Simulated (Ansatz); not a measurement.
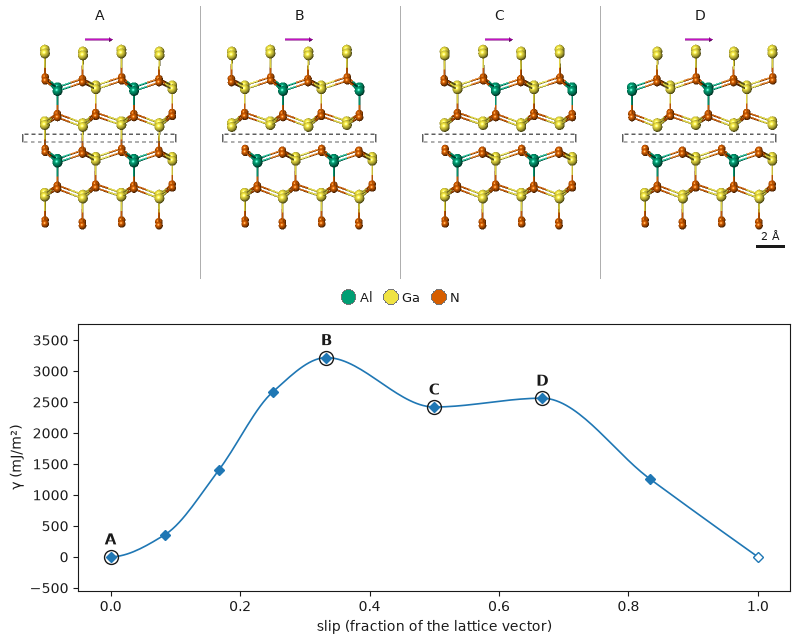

A scan of crystalline AlGa3N4 (Pm): the crystal above a cut along the (1 0 0) plane of the conventional cell (between a plane of N below and one of Ga above, 1.95 Å apart) is slid rigidly by fractions of an in-plane lattice vector 5.48 Å long (a generalised stacking fault). One cut stands in each cell, which starts 10.3 Å high; nothing is relaxed, and the dashed outline marks the cut, the arrow on top the direction of slip. The lettered frames are marked on the plot. Hollow markers are points alike by symmetry, not computed again. The picture is a ball-and-stick view of the layers on both sides of the cut, seen from the side, nearly along the cut plane.

Method: Ansatz 0.2.0, DFT PBEsol, scalar-relativistic, plane waves, PAW. (plane-wave cutoff 420 eV; k-point mesh 8 × 5 × 3; occupations gaussian; smearing width 0.05 eV; no spin polarisation). Energies (free energies at the smearing named) are counted from the relaxed crystal.

Read off the main features of the energy profile.

Answer. The curve starts and ends at zero, since a full lattice vector restores the crystal. Its highest computed point is 3218 mJ/m² at slip 0.333. The points are too sparse to place its extrema closely. Relaxation across the fault would lower the values.

The computed points:

| slip (fraction of the lattice vector) | γ (mJ/m²) |
| --- | --- |
| 0.000 | 0 |
| 0.083 | 355 |
| 0.167 | 1398 |
| 0.250 | 2659 |
| 0.333 | 3218 |
| 0.500 | 2420 |
| 0.667 | 2563 |
| 0.833 | 1257 |
| 1.000 | 0 |

Points that are alike by symmetry were computed once.
